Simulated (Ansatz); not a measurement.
GaN: single-point calculation (part 2 of 2)

The same run, continued: GaN (slab, 24 atoms in the cell); DFT PBE, scalar-relativistic, plane waves, PAW, no spin polarisation (Ansatz 0.2.0); cutoff 420 eV, 9×9×1 k-mesh, Gaussian smearing of 0.1 eV. The structure derives from an entry of the Crystallography Open Database. It belongs to a series of runs on one base structure; here: the substrate alone at its places in the stack.

Geometry of the input (Å; fractional positions):
```
5.5745  0.0000  0.0000
-2.7872  4.8276  0.0000
0.0000  0.0000  30.7336
N  0.6667  0.6667  0.2547
N  0.3333  0.0000  0.2547
N  -0.0000  0.3333  0.2545
Ga 0.3332  0.3333  0.2657
Ga 0.0000  0.6665  0.2657
Ga 0.6668  0.0001  0.2657
N  0.3329  0.3333  0.3341
N  0.0000  0.6663  0.3341
N  0.6671  0.0004  0.3341
Ga 0.6667  0.6667  0.3518
Ga 0.3333  0.0000  0.3518
Ga -0.0000  0.3333  0.3521
N  0.6667  0.6667  0.4178
N  0.3333  0.0000  0.4178
N  -0.0000  0.3333  0.4184
Ga 0.3351  0.3334  0.4374
Ga -0.0000  0.6684  0.4374
Ga 0.6649  -0.0018  0.4374
N  0.3353  0.3334  0.5030
N  -0.0000  0.6686  0.5030
N  0.6647  -0.0020  0.5030
Ga 0.6667  0.6667  0.5258
Ga 0.3333  0.0000  0.5258
Ga -0.0000  0.3333  0.5218
```

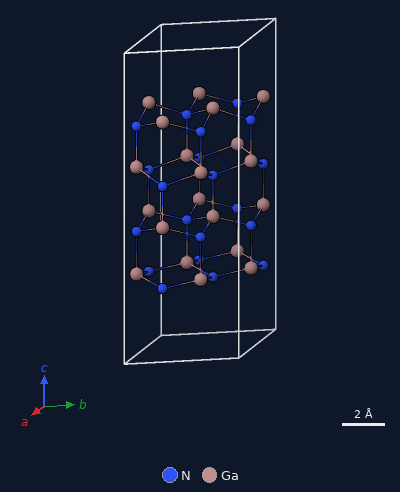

**Figure 1.** The structure as given in the input (ball-and-stick view of the cell of the calculation, with the vacuum cut short, seen slightly off an axis).

**Output, continued**
```
  k-point 0: bands = ["-17.0264", "-16.6192", "-16.6192", "-16.2693", "-15.8032", "-15.7770", "-15.5779", "-15.5779", "-15.5387", "-15.5004", "-15.4744", "-15.4744", "-15.2986", "-15.2986", "-15.2355", "-15.1885", "-15.1885", "-15.1802", "-15.1607", "-15.1607", "-14.9638", "-14.9638", "-14.8025", "-14.5858", "-14.5858", "-14.5451", "-14.5451", "-14.4661", "-14.4661", "-14.3902", "-14.3893", "-14.3259", "-14.3259", "-14.3140", "-14.3140", "-14.2697", "-14.2693", "-14.0549", "-13.6845", "-13.6845", "-13.6681", "-13.6670", "-13.5789", "-13.5789", "-13.5140", "-13.5140", "-13.4404", "-13.4404", "-13.4367", "-13.4367", "-13.2389", "-13.2389", "-13.1016", "-13.0435", "-13.0435", "-12.9532", "-12.9532", "-12.8565", "-12.8565", "-12.8395", "-12.8392", "-12.7467", "-12.7467", "-12.7447", "-12.7447", "-12.3836", "-12.3817", "-11.9104", "-11.5919", "-11.5919", "-10.7935", "-10.7935", "-7.4135", "-7.2531", "-7.2312", "-6.8243", "-6.8243", "-6.0836", "-6.0836", "-5.9652", "-5.9633", "-5.3823", "-5.3823", "-5.1374", "-5.0988", "-5.0988", "-4.2971", "-4.2971", "-3.7614", "-3.7614", "-3.2866", "-3.2866", "-3.1029", "-2.8253", "-2.8123", "-2.3552", "-2.3552", "-1.5930", "-1.5930", "-1.4958", "-1.4958", "-1.1238", "-0.7172", "-0.7172", "-0.0536", "0.0030", "0.0073", "0.0402", "0.0402", "0.9726", "1.0419", "2.2054", "2.7197", "3.4946", "3.9045", "3.9382", "3.9382", "4.3287", "4.7324", "5.1768", "5.1768", "5.8067", "5.8067", "5.9289", "6.1466", "6.2589", "6.4484", "6.9802", "7.1344", "7.1344", "7.2659", "7.2659"]
  k-point 1: bands = ["-17.0015", "-16.6236", "-16.6222", "-16.2448", "-15.8084", "-15.7819", "-15.5785", "-15.5770", "-15.5484", "-15.4738", "-15.4705", "-15.4628", "-15.2994", "-15.2989", "-15.2372", "-15.1956", "-15.1916", "-15.1606", "-15.1550", "-15.1525", "-14.9701", "-14.9692", "-14.7784", "-14.5928", "-14.5912", "-14.5399", "-14.5377", "-14.4652", "-14.4642", "-14.3958", "-14.3929", "-14.3333", "-14.3258", "-14.3113", "-14.3077", "-14.2776", "-14.2766", "-14.0323", "-13.6782", "-13.6762", "-13.6760", "-13.6734", "-13.5787", "-13.5776", "-13.5191", "-13.5165", "-13.4472", "-13.4401", "-13.4341", "-13.4309", "-13.3000", "-13.2818", "-13.0929", "-13.0340", "-13.0249", "-12.9585", "-12.9560", "-12.8594", "-12.8586", "-12.8382", "-12.8372", "-12.7492", "-12.7451", "-12.7443", "-12.7426", "-12.4357", "-12.4222", "-11.8881", "-11.6506", "-11.6359", "-10.8355", "-10.8320", "-7.4678", "-7.3223", "-7.1878", "-6.8820", "-6.8396", "-6.0602", "-6.0352", "-5.8173", "-5.7983", "-5.4164", "-5.3707", "-5.1177", "-4.8814", "-4.8714", "-4.1052", "-4.0782", "-3.8683", "-3.8313", "-3.1948", "-3.1149", "-3.0854", "-2.8032", "-2.7879", "-2.5525", "-2.4259", "-1.8124", "-1.6093", "-1.6087", "-1.5655", "-1.2970", "-0.7912", "-0.6514", "-0.3560", "-0.0285", "0.0023", "0.0082", "0.0578", "0.8844", "0.9604", "2.4048", "2.9486", "3.7289", "3.9476", "4.0042", "4.0521", "4.5357", "4.8125", "4.9766", "5.0066", "5.9380", "6.0030", "6.0177", "6.2026", "6.2355", "6.3550", "6.8923", "7.0060", "7.0373", "7.2023", "7.2203"]
  k-point 2: bands = ["-16.9349", "-16.6366", "-16.6307", "-16.1773", "-15.8238", "-15.7960", "-15.5815", "-15.5755", "-15.5630", "-15.4602", "-15.4409", "-15.3990", "-15.3005", "-15.2974", "-15.2416", "-15.2058", "-15.1970", "-15.1456", "-15.1378", "-15.1032", "-14.9907", "-14.9826", "-14.7113", "-14.6172", "-14.6040", "-14.5255", "-14.5116", "-14.4643", "-14.4581", "-14.4109", "-14.3962", "-14.3501", "-14.3246", "-14.3115", "-14.3030", "-14.2946", "-14.2905", "-13.9711", "-13.7141", "-13.6874", "-13.6610", "-13.6455", "-13.5808", "-13.5728", "-13.5322", "-13.5185", "-13.4816", "-13.4645", "-13.4395", "-13.4308", "-13.4144", "-13.3679", "-13.0775", "-13.0075", "-12.9779", "-12.9602", "-12.9587", "-12.8668", "-12.8616", "-12.8372", "-12.8325", "-12.7598", "-12.7457", "-12.7436", "-12.7311", "-12.5989", "-12.5065", "-11.8308", "-11.8205", "-11.7297", "-10.9560", "-10.9242", "-7.6335", "-7.2936", "-7.0532", "-7.0196", "-6.7484", "-6.2113", "-5.9616", "-5.5128", "-5.3440", "-5.2154", "-5.1656", "-5.0926", "-4.4032", "-4.3943", "-4.1333", "-3.8782", "-3.6516", "-3.5927", "-3.5231", "-2.9595", "-2.7940", "-2.7815", "-2.7010", "-2.6473", "-2.5534", "-2.3373", "-1.8806", "-1.7463", "-1.6444", "-1.6269", "-1.1112", "-0.9183", "-0.4441", "-0.2409", "-0.0136", "0.0129", "0.0651", "0.6729", "0.7756", "2.8585", "3.4562", "3.6617", "4.2292", "4.3388", "4.3468", "4.7725", "4.9797", "5.0117", "5.0926", "5.4860", "5.8038", "6.1399", "6.1958", "6.4652", "6.4721", "6.6991", "6.7870", "6.9344", "6.9480", "7.0512"]
  k-point 14: bands = ["-16.7028", "-16.7026", "-16.6868", "-15.9131", "-15.9121", "-15.8687", "-15.5995", "-15.5724", "-15.5723", "-15.4112", "-15.4102", "-15.2833", "-15.2762", "-15.2740", "-15.2391", "-15.1632", "-15.1603", "-15.1095", "-15.0886", "-15.0886", "-15.0866", "-14.7538", "-14.7532", "-14.7268", "-14.4445", "-14.4435", "-14.4435", "-14.4363", "-14.4331", "-14.4331", "-14.4144", "-14.4131", "-14.4131", "-14.2921", "-14.2905", "-14.2905", "-14.0904", "-14.0896", "-14.0895", "-13.7195", "-13.7192", "-13.7120", "-13.5669", "-13.5669", "-13.5632", "-13.5489", "-13.5489", "-13.5465", "-13.4137", "-13.4136", "-13.4111", "-13.1765", "-13.1764", "-13.1715", "-12.9537", "-12.9537", "-12.9532", "-12.8730", "-12.8730", "-12.8724", "-12.8418", "-12.8418", "-12.8414", "-12.7338", "-12.7336", "-12.7336", "-12.3513", "-12.3475", "-12.3474", "-11.3407", "-11.3376", "-11.3376", "-7.0273", "-6.9969", "-6.9965", "-6.4294", "-6.3796", "-6.3795", "-5.5393", "-5.5254", "-5.5252", "-4.8237", "-4.8037", "-4.8035", "-4.3672", "-4.3645", "-4.3645", "-3.5015", "-3.5007", "-3.4221", "-3.2276", "-3.2272", "-3.2139", "-2.5925", "-2.5924", "-2.5907", "-1.8644", "-1.8628", "-1.8627", "-1.7820", "-1.7756", "-1.7755", "-1.0655", "-1.0655", "-1.0651", "-0.0926", "-0.0924", "-0.0725", "0.1171", "0.1180", "0.2841", "3.1794", "3.3043", "3.3051", "4.3784", "4.3905", "4.3907", "5.0020", "5.0448", "5.0452", "5.2670", "5.2927", "5.2931", "5.7850", "5.7966", "5.7969", "6.2835", "6.3386", "6.3389", "6.3791", "6.4218", "6.4227"]
```

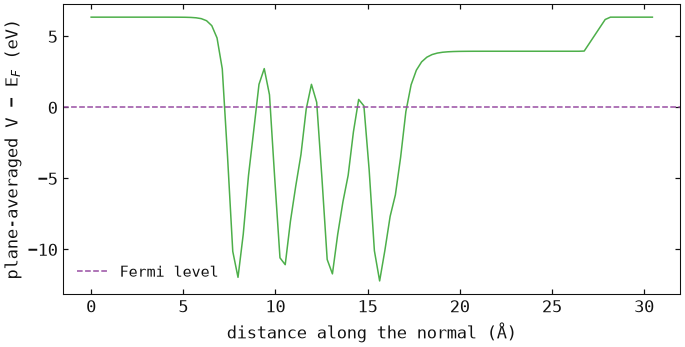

**Figure 2.** Plane average of the electrostatic potential energy of an electron across the cell, from the Fermi level. The vacuum level lies 3.95 eV above the Fermi level on the upper side and 6.35 eV on the lower.

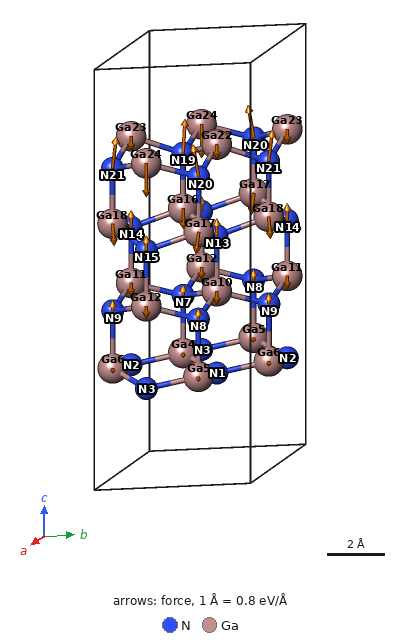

**Figure 3.** Forces on the atoms as orange arrows (ball-and-stick view of the cell of the calculation, with the vacuum cut short, seen slightly off an axis; atoms are numbered from 1 in the order of the input); the smallest are left out. The largest act on Ga24 (1.00 eV/Å); N19, N20, N21 (0.99 eV/Å); Ga16, Ga17, Ga18 (0.66 eV/Å); N13, N14 (0.51 eV/Å), among others. The geometry is not a stationary point of this energy.

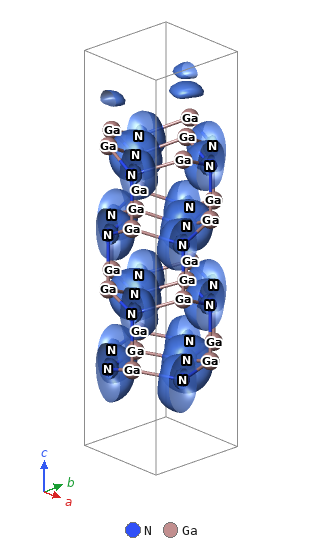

**Figure 4.** Isosurface of the ELF at 0.6 (blue), seen slightly off an axis. Only the valence region is drawn (cores and ρ < 0.01 e/Å³ removed). Sticks mark near contacts. Counts are for one cell; the picture repeats the cell along the surface. Along the contacts the grid gives the following. Ga–N (1.89 Å): the ELF is about 0.50 at the midpoint. Ga–N (1.94 Å): the ELF is about 0.50 at the midpoint. In a PAW calculation such maps are meaningful between the atoms, not at the nuclei.

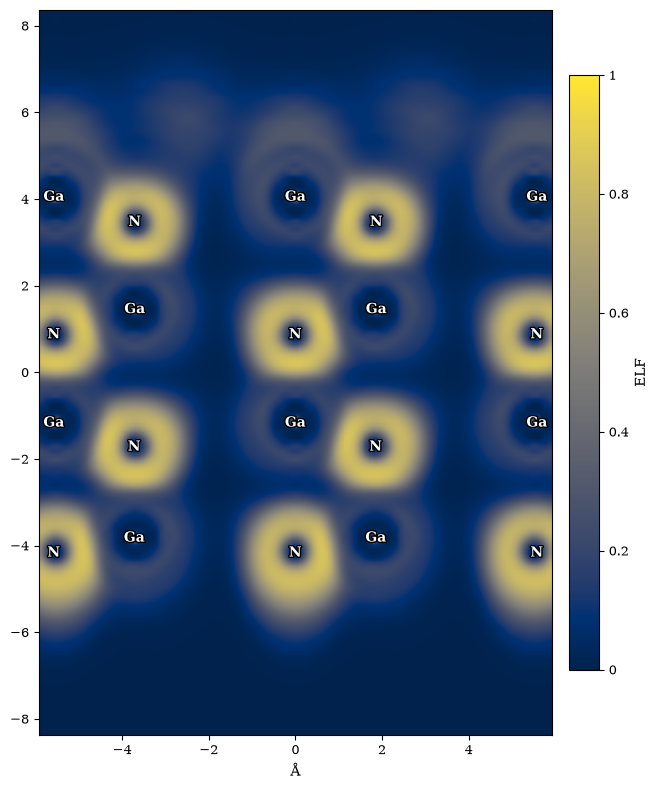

**Figure 5.** ELF on the (010) plane of the calculation cell, a cut from vacuum to vacuum. The section cuts through N and Ga sites. Ga–N (1.89 Å): the ELF is about 0.50 at the midpoint. Ga–N (1.94 Å): the ELF is about 0.50 at the midpoint. Ga–N (1.96 Å): the ELF is about 0.50 at the midpoint. Ga–N (2.04 Å): the ELF is about 0.45 at the midpoint. Ga–N (2.10 Å): the ELF is about 0.35 at the midpoint (a polar contact without a shared pair, in a metal).

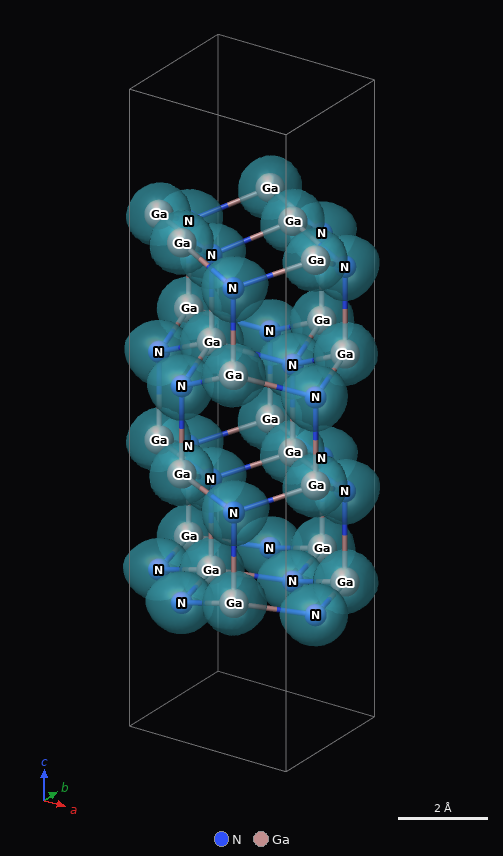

**Figure 6.** Isosurface of the valence pseudo-density at 1 e/Å³ (cyan), seen slightly off an axis. Sticks mark near contacts. At this value the density breaks into separate islands; it holds about 70 % of the electrons treated as valence (semicore included). It is pinched off along the Ga–N (1.89 Å), Ga–N (1.94 Å), Ga–N (1.98 Å) and Ga–N (2.03 Å) contacts. On the grid the lowest density along these lines, outside the cores, is 0.82 e/Å³ (Ga–N, 1.89 Å), 0.74 e/Å³ (Ga–N, 1.94 Å), 0.68 e/Å³ (Ga–N, 1.98 Å) and 0.64 e/Å³ (Ga–N, 2.03 Å).

**Key numbers**

```csv
quantity,value
outcome,converged
electrons treated,216
free energy,−50005.9938 eV
"work function, top face",3.95 eV
"work function, bottom face",6.35 eV
Fermi energy,0.033 eV
gap on the k-point mesh,none (metallic)
work function (upper face),3.95 eV
largest force (length of the vector),1.003 eV/Å
wall time,17 s (CPU time 2.2 min)
peak memory,4.3 GiB
```

Warnings of the run: the exchange-correlation potential is rough where the density is thin.
